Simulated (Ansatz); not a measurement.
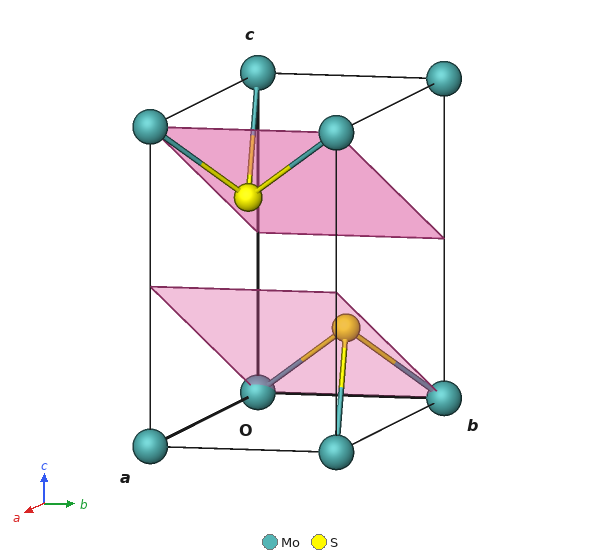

Crystal: MoS2, coordinates from a relaxation with Ansatz 0.2.0, DFT, PBE-D3(BJ), plane waves, PAW; the starting structure was generated, so it need not be a known form of this composition. Every member of one family of equally spaced planes, hx + ky + lz = a whole number, that cuts the unit cell is shaded (one member passes through the origin O). The drawing is computed from the coordinates (standard cell, symmetry found to 0.002 Å).

a = 3.175 Å, b = 3.175 Å, c = 5.804 Å, α = 90.00°, β = 90.00°, γ = 120.00°.

Question: Index the planes.

Answer: (1 0 −2), in four indices (1 0 −1 −2); the opposite sign names the same planes. The member next to the origin meets the axes a at 1, b never, c at −1/2.

Question: What is the spacing?

Answer: d = 1.996 Å.

Question: Which atoms of the cell lie in these planes (within 0.03 Å)?

Answer: The Mo atom.

Question: The space group is P-3m1, No. 164. How many reflections hkl are equivalent to this one (itself included), and does it occur?

Answer: 6 reflections are equivalent in the Laue class -3m. The space group allows the reflection.
